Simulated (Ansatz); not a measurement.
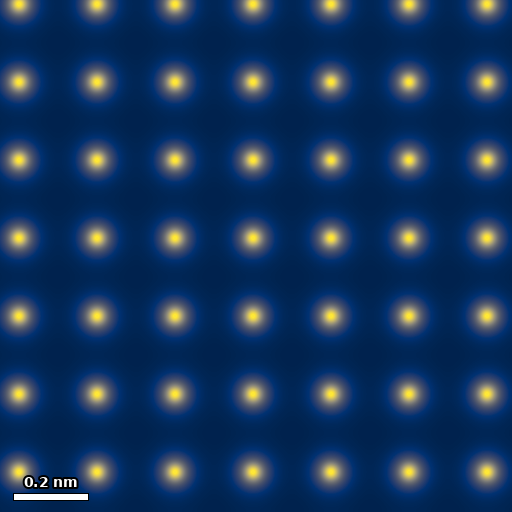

Projected-potential map of Rh. Computed as the sum of neutral-atom potentials (tabulated electron scattering factors, B = 0.5 Å²) projected along the beam and smoothed by 0.25 Å; brighter is more positive.

**Measure the repeat of the pattern.**

The pattern repeats on a square net with a repeat of 2.1 Å.

**What is the plane group of the image?**

p4mm: fourfold points with mirror lines through them along the axes and the diagonals.

**How many columns does the smallest repeating cell hold, and how many levels of brightness?**

1 column in the primitive cell of 4.5 Å², all of one brightness.

The crystal is Rh (Im-3m, No. 229) seen along [001]. Structure: the input geometry of an electronic-structure calculation (not necessarily at equilibrium); the starting structure was generated, so it need not be a known form of this composition.
